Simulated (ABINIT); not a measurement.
Band-structure run, with input and output: Ta (part 1 of 3)

Ta (Im-3m, 1 atom in the cell), computed with Kohn-Sham DFT of a periodic cell, r2SCAN, JTH PAW LDA v2.0, no spin polarisation (ABINIT 10.8.3).

The structure derives from an entry of the Crystallography Open Database.

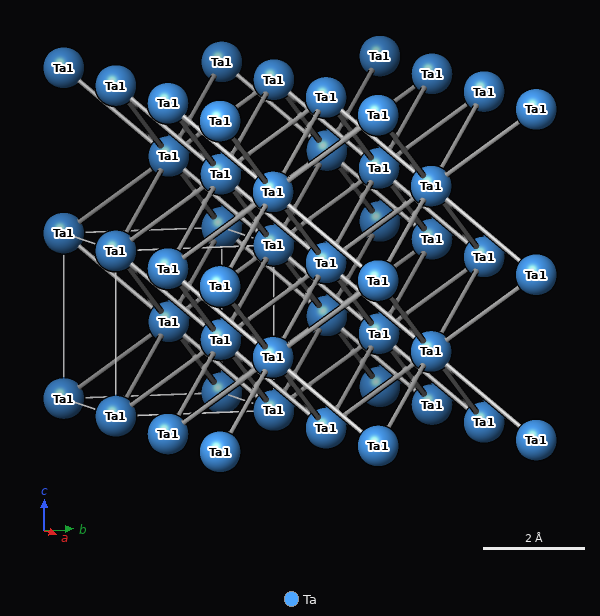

**Figure 1.** The structure as given in the input (ball-and-stick view of the cell 2 times as large as that of the calculation, set on its symmetry axes, repeated 3 × 2 × 2, seen slightly off an axis; atoms are numbered from 1 in the order of the input). Near neighbours in the crystal (not all of them lie inside the picture): Ta has 8 Ta at 2.86 Å.

**Input**
```
ndtset 2

pp_dirpath "./"
pseudos "Ta.LDA_PW-JTH.xml"

acell 2.8601008575 2.8601008575 2.8601008575 Angstrom
rprim
    -0.5773502692     0.5773502692     0.5773502692
     0.5773502692    -0.5773502692     0.5773502692
     0.5773502692     0.5773502692    -0.5773502692
ntypat 1
znucl 73
natom 1
typat 1
xcart
     0.0000000000     0.0000000000     0.0000000000

ecut 18.0
pawecutdg 36.0

ixc -497498
usekden 1
pawxcdev 0

occopt 3
tsmear 0.05 eV

nstep 100

iomode 3
prtwf 0
prteig 0
prtebands 0
prtden1 1
prtkden1 1
prtvha1 1
prtvclmb1 1
prtpot1 1

kptopt1 1
ngkpt1 11 11 11
nshiftk1 1
shiftk1 0.0 0.0 0.0
nband1 11
tolvrs1 1.0e-7

iscf2 -2
getden2 1
getkden2 1
nband2 17
nbdbuf2 4
tolwfr2 1.0e-11
kptopt2 -5
ndivsm2 6
prteig2 1
prtvol2 -3
kptbounds2
     0.0000000000     0.0000000000     0.0000000000
     0.5000000000    -0.5000000000     0.5000000000
     0.0000000000     0.0000000000     0.5000000000
     0.0000000000     0.0000000000     0.0000000000
     0.2500000000     0.2500000000     0.2500000000
     0.5000000000    -0.5000000000     0.5000000000
```

Machine: 1 thread of Arm Neoverse V2, 24 GiB of memory available, shared host.

Launched with:
```bash
abinit run.abi > log 2>&1
```

**Output**
```
.Version 10.8.3 of ABINIT
 DATASET    1 : space group Im -3 m (#229); Bravais cI (body-center cubic)
================================================================================
 Values of the parameters that define the memory need for DATASET  1.
     intxc =       0    ionmov =       0      iscf =      17    lmnmax =      18
     lnmax =       6     mgfft =      24  mpssoang =       3    mqgrid =    3001
     natom =       1  nloc_mem =       2    nspden =       1   nspinor =       1
    nsppol =       1      nsym =      48    n1xccc =       1    ntypat =       1
    occopt =       3   xclevel =       2
       mpw =         453          nfft =       13824          nkpt =          56
 PAW method is used; the additional fine FFT grid is defined by:
   mgfftf=        30    nfftf =     27000
================================================================================
================================================================================

 DATASET    2 : space group Im -3 m (#229); Bravais cI (body-center cubic)
================================================================================
 Values of the parameters that define the memory need for DATASET  2.
     intxc =       0    ionmov =       0      iscf =      -2    lmnmax =      18
     lnmax =       6     mgfft =      24  mpssoang =       3    mqgrid =    3001
     natom =       1  nloc_mem =       2    nspden =       1   nspinor =       1
    nsppol =       1      nsym =      48    n1xccc =       1    ntypat =       1
    occopt =       3   xclevel =       2
       mpw =         466          nfft =       13824          nkpt =          35
 PAW method is used; the additional fine FFT grid is defined by:
   mgfftf=        30    nfftf =     27000
================================================================================
================================================================================

--------------------------------------------------------------------------------
------------- Echo of variables that govern the present computation ------------
--------------------------------------------------------------------------------
 -outvars: echo values of preprocessed input variables --------
            acell      5.4048073131E+00  5.4048073131E+00  5.4048073131E+00 Bohr
              amu      1.80947900E+02
             ecut      1.80000000E+01 Hartree
           getden1          0
           getden2          1
          getkden1          0
          getkden2          1
             iscf1         17
             iscf2         -2
              ixc     -497498
           jdtset        1    2
           kptopt1          1
           kptopt2         -5
         kptrlatt       11    0    0      0   11    0      0    0   11
          kptrlen1     5.94528804E+01
          kptrlen2     3.00000000E+01
            natom           1
            nband1         11
            nband2         17
           nbdbuf1          0
           nbdbuf2          4
           ndtset           2
           ndivsm1          0
           ndivsm2          6
            ngfft          24      24      24
          ngfftdg          30      30      30
             nkpt1         56
             nkpt2         35
            nstep         100
             nsym          48
           ntypat           1
           occopt           3
        pawecutdg      3.60000000E+01 Hartree
         pawxcdev           0
        prtebands           0
           prteig1          0
           prteig2          1
          prtkden           1
           prtpot1          1
           prtpot2          0
         prtvclmb1          1
         prtvclmb2          0
           prtvha1          1
           prtvha2          0
           prtvol1          0
           prtvol2         -3
            prtwf           0
            rprim     -5.7735026920E-01  5.7735026920E-01  5.7735026920E-01
                       5.7735026920E-01 -5.7735026920E-01  5.7735026920E-01
                       5.7735026920E-01  5.7735026920E-01 -5.7735026920E-01
           shiftk1     0.00000000E+00  0.00000000E+00  0.00000000E+00
           shiftk2     5.00000000E-01  5.00000000E-01  5.00000000E-01
          spgroup         229
           tolvrs1     1.00000000E-07
           tolvrs2     0.00000000E+00
           tolwfr1     0.00000000E+00
           tolwfr2     1.00000000E-11
           tsmear      1.83746611E-03 Hartree
            typat      1
          usekden           1
           useylm           1
            znucl       73.00000

================================================================================

 chkinp: Checking input parameters for consistency, jdtset=   1.

 chkinp: Checking input parameters for consistency, jdtset=   2.

================================================================================
== DATASET  1 ==================================================================

--- !DatasetInfo
iteration_state: {dtset: 1, }
dimensions: {natom: 1, nkpt: 56, mband: 11, nsppol: 1, nspinor: 1, nspden: 1, mpw: 453, }
cutoff_energies: {ecut:  18.0, pawecutdg:  36.0, }
electrons: {nelect:   1.30000000E+01, charge:   0.00000000E+00, occopt:   3.00000000E+00, tsmear:   1.83746611E-03, }
meta: {optdriver: 0, ionmov: 0, optcell: 0, iscf: 17, paral_kgb: 0, }
...

 Real(R)+Recip(G) space primitive vectors, cartesian coordinates (Bohr,Bohr^-1):
 R(1)= -3.1204670  3.1204670  3.1204670  G(1)=  0.0000000  0.1602324  0.1602324
 R(2)=  3.1204670 -3.1204670  3.1204670  G(2)=  0.1602324  0.0000000  0.1602324
 R(3)=  3.1204670  3.1204670 -3.1204670  G(3)=  0.1602324  0.1602324  0.0000000
 Unit cell volume ucvol=  1.2153987E+02 bohr^3
 Angles (23,13,12)=  1.09471221E+02  1.09471221E+02  1.09471221E+02 degrees

 Coarse grid specifications (used for wave-functions):

 getcut: wavevector=  0.0000  0.0000  0.0000  ngfft=  24  24  24
         ecut(hartree)=     18.000   => boxcut(ratio)=   2.32504

 getcut : COMMENT -
  Note that boxcut > 2.2 ; recall that boxcut=Gcut(box)/Gcut(sphere) = 2
  is sufficient for exact treatment of convolution.
  Such a large boxcut is a waste : you could raise ecut
  e.g. ecut=   24.326062 Hartrees makes boxcut=2

 Fine grid specifications (used for densities):

 getcut: wavevector=  0.0000  0.0000  0.0000  ngfft=  30  30  30
         ecut(hartree)=     36.000   => boxcut(ratio)=   2.05506

--- Pseudopotential description ------------------------------------------------
- pspini: atom type   1  psp file is ./Ta.LDA_PW-JTH.xml
 Pseudopotential format is: paw10
 basis_size (lnmax)=  6 (lmn_size= 18), orbitals=   0   0   1   1   2   2
 Spheres core radius: rc_sph= 2.41973345
 Shapefunction is SIN type: shapef(r)=[sin(pi*r/rshp)/(pi*r/rshp)]**2
 Radius for shape functions =  2.11065461
 Compensation charge density is not taken into account in XC energy/potential

   9.83661184E+02                                ecore*ucvol(ha*bohr**3)
--------------------------------------------------------------------------------

================================================================================

--- !BeginCycle
iteration_state: {dtset: 1, }
solver: {iscf: 17, nstep: 100, nline: 4, wfoptalg: 10, }
tolerances: {tolvrs: 1.00E-07, }
...

     iter   Etot(hartree)      deltaE(h)  residm     nres2
 ETOT  1  -15.976470818274    -1.598E+01 1.765E+01 2.354E+00
 ETOT  2  -17.196424330579    -1.220E+00 1.419E-01 1.338E+00
 ETOT  3  -17.195972911920     4.514E-04 2.351E-02 3.103E-01
 ETOT  4  -17.194074192366     1.899E-03 1.075E-02 1.344E-02
 ETOT  5  -17.194223223603    -1.490E-04 2.916E-03 1.947E-03
 ETOT  6  -17.194232818854    -9.595E-06 9.263E-04 5.974E-04
 ETOT  7  -17.194231231871     1.587E-06 3.297E-03 3.402E-07
 ETOT  8  -17.194231627817    -3.959E-07 2.697E-03 4.525E-06
 ETOT  9  -17.194231604121     2.370E-08 1.275E-03 2.989E-08

 At SCF step    9       nres2   =  2.99E-08 < tolvrs=  1.00E-07 =>converged.

Result for kinetic energy density :

--------------------------------------------------------------------------------
 Total kinetic energy density [Ha/Bohr^3]
)     Maximum=    1.6924E-01  at reduced coord.    0.0000    0.8667    0.8667
)     Minimum=    9.5768E-03  at reduced coord.    0.7333    0.5000    0.2333
   Integrated=    5.9750E+00
--------------------------------------------------------------------------------

 Cartesian components of stress tensor (hartree/bohr^3)
  sigma(1 1)=  1.54186445E-05  sigma(3 2)=  0.00000000E+00
  sigma(2 2)=  1.54186445E-05  sigma(3 1)=  0.00000000E+00
  sigma(3 3)=  1.54186445E-05  sigma(2 1)=  0.00000000E+00

--- !ResultsGS
iteration_state: {dtset: 1, }
comment   : Summary of ground state results
lattice_vectors:
- [ -3.1204670,   3.1204670,   3.1204670, ]
- [  3.1204670,  -3.1204670,   3.1204670, ]
- [  3.1204670,   3.1204670,  -3.1204670, ]
lattice_lengths: [   5.40481,    5.40481,    5.40481, ]
lattice_angles: [109.471, 109.471, 109.471, ] # degrees, (23, 13, 12)
lattice_volume:   1.2153987E+02
convergence: {deltae:  2.370E-08, res2:  2.989E-08, residm:  1.275E-03, diffor: null, }
etotal    :  -1.71942316E+01
entropy   :   0.00000000E+00
fermie    :   4.33907522E-02
cartesian_stress_tensor: # hartree/bohr^3
- [  1.54186445E-05,   0.00000000E+00,   0.00000000E+00, ]
- [  0.00000000E+00,   1.54186445E-05,   0.00000000E+00, ]
- [  0.00000000E+00,   0.00000000E+00,   1.54186445E-05, ]
pressure_GPa:  -4.5363E-01
xred      :
- [  0.0000E+00,   0.0000E+00,   0.0000E+00, Ta]
cartesian_forces: # hartree/bohr
- [ -0.00000000E+00,  -0.00000000E+00,  -0.00000000E+00, ]
force_length_stats: {min:   0.00000000E+00, max:   0.00000000E+00, mean:   0.00000000E+00, }
...

 Integrated electronic density in atomic spheres:
 ------------------------------------------------
 Atom  Sphere_radius  Integrated_density
    1        2.41973         10.64619223

================================================================================

 ----iterations are completed or convergence reached----

 Mean square residual over all n,k,spin=   26.312E-07; max=  12.751E-04
 reduced coordinates (array xred) for    1 atoms
       0.000000000000      0.000000000000      0.000000000000
 rms dE/dt=  0.0000E+00; max dE/dt=  0.0000E+00; dE/dt below (all hartree)
    1       0.000000000000      0.000000000000      0.000000000000

 cartesian coordinates (angstrom) at end:
    1      0.00000000000000     0.00000000000000     0.00000000000000

 cartesian forces (hartree/bohr) at end:
    1     -0.00000000000000    -0.00000000000000    -0.00000000000000
 frms,max,avg= 0.0000000E+00 0.0000000E+00   0.000E+00  0.000E+00  0.000E+00 h/b

 cartesian forces (eV/Angstrom) at end:
    1     -0.00000000000000    -0.00000000000000    -0.00000000000000
 frms,max,avg= 0.0000000E+00 0.0000000E+00   0.000E+00  0.000E+00  0.000E+00 e/A
 length scales=  5.404807313149  5.404807313149  5.404807313149 bohr
              =  2.860100857500  2.860100857500  2.860100857500 angstroms
 Fermi (or HOMO) energy (hartree) =   0.04339   Average Vxc (hartree)=  -0.49004
 Eigenvalues (hartree) for nkpt=  56  k points:
 kpt#   1, nband= 11, wtk=  0.00075, kpt=  0.0000  0.0000  0.0000 (reduced coord)
  -2.49134   -1.21253   -1.21253   -1.21253   -0.26103    0.07555    0.07555    0.07555
   0.20371    0.20371    0.61533
      occupation numbers for kpt#   1
   2.00000    2.00000    2.00000    2.00000    2.00000    0.00000    0.00000    0.00000
   0.00000    0.00000    0.00000
 prteigrs : prtvol=0 or 1, do not print more k-points.

--- !EnergyTerms
iteration_state     : {dtset: 1, }
comment             : Components of total free energy in Hartree
kinetic             :  5.97502309497149E+00
hartree             :  7.83425160300273E+00
xc                  : -7.57873668911519E+00
Ewald energy        : -4.92739116772244E+01
psp_core            :  8.09332123262565E+00
local_psp           : -7.57653083032713E+00
PAW spherical_terms :  2.53328185786402E+01
internal            : -1.71937646874266E+01
'-kT*entropy'       : -3.60832177207340E-04
total_energy        : -1.71941255196038E+01
total_energy_eV     : -4.67875990675817E+02
...

--- !EnergyTermsDC
iteration_state     : {dtset: 1, }
comment             : '"Double-counting" decomposition of free energy'
band_energy         : -1.25489915107830E+01
Ewald energy        : -4.92739116772244E+01
psp_core            :  8.09332123262565E+00
xc_dc               : -1.13973994167639E+01
PAW spherical_terms :  4.79331106002013E+01
internal            : -1.71938707719443E+01
'-kT*entropy'       : -3.60832177207340E-04
total_energy_dc     : -1.71942316041215E+01
total_energy_dc_eV  : -4.67878877382603E+02
...

--- !EnergyTermsWithPAWCore
iteration_state     : {dtset: 1, }
comment             : 'Components of total free energy, including PAW core contributions'
Total energy        : -1.56052702397172E+04
Total energy DC     : -1.56052703458017E+04
Total energy (eV)   : -4.24641035965857E+05
Total energy DC (eV): -4.24641038852564E+05
...

 Cartesian components of stress tensor (hartree/bohr^3)
  sigma(1 1)=  1.54186445E-05  sigma(3 2)=  0.00000000E+00
  sigma(2 2)=  1.54186445E-05  sigma(3 1)=  0.00000000E+00
  sigma(3 3)=  1.54186445E-05  sigma(2 1)=  0.00000000E+00

-Cartesian components of stress tensor (GPa)         [Pressure= -4.5363E-01 GPa]
- sigma(1 1)=  4.53632183E-01  sigma(3 2)=  0.00000000E+00
- sigma(2 2)=  4.53632183E-01  sigma(3 1)=  0.00000000E+00
- sigma(3 3)=  4.53632183E-01  sigma(2 1)=  0.00000000E+00
```
